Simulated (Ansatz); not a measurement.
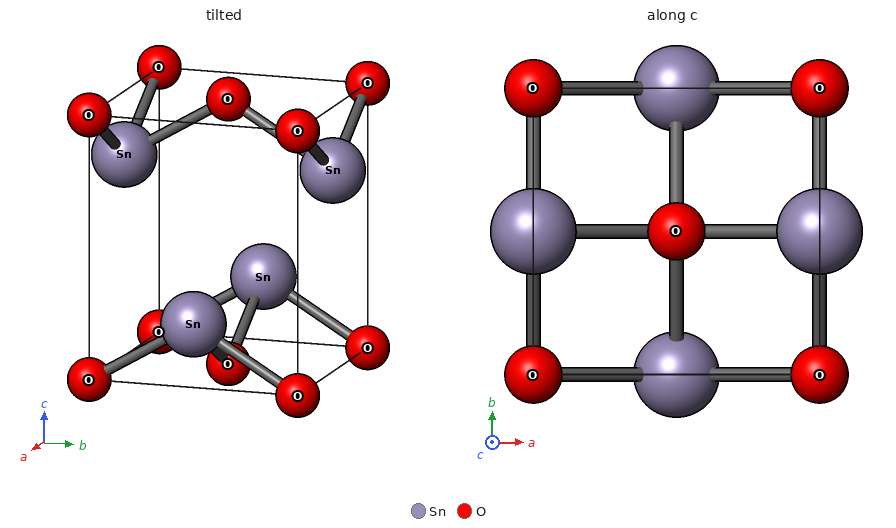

The crystal in a ball-and-stick representation, seen slightly off an axis and along the c axis. One conventional unit cell is framed, with atoms on its boundary repeated.

SnO, space group P4/nmm (No. 129), a = 3.831 Å, b = 3.831 Å, c = 4.735 Å, α = 90.00°, β = 90.00°, γ = 90.00°. Origin of the cell: a structure listed in the Materials Project. The cell was then strained or its atoms displaced on purpose. It went into a calculation with Ansatz.

This one geometry was computed with Ansatz (DFT, plane waves, PAW) at four levels of theory: HSE06, r2SCAN with spin-orbit coupling, r2SCAN and PBE.

> Which level gives the highest pressure at this volume, and what does that say about its equilibrium volume?

Highest: PBE (4.1 GPa), which points to the largest equilibrium volume. Lowest, with the smallest volume: HSE06 (-0.4 GPa), r2SCAN with spin-orbit coupling (-0.1 GPa) and r2SCAN (0.0 GPa). Levels within 0.5 GPa of each other can't be told apart.

> How does the band gap change with the level of theory?

PBE: a gap of 0.09 eV, indirect; r2SCAN with spin-orbit coupling: a gap of 0.22 eV, indirect; r2SCAN: a gap of 0.23 eV, indirect; HSE06: a gap of 0.47 eV, indirect.

> Collect the results in a table.

| level | cutoff (eV) | k-mesh of the run's cell | gap (eV) | pressure (GPa) |
| --- | --- | --- | --- | --- |
| HSE06 | 420 | 4×4×4 | 0.47 | -0.4 |
| r2SCAN with spin-orbit coupling | 500 | 6×6×6 | 0.22 | -0.1 |
| r2SCAN | 500 | 6×6×6 | 0.23 | 0.0 |
| PBE | 420 | 6×6×6 | 0.09 | 4.1 |

Gaps are taken on the k-mesh or band path of each run.
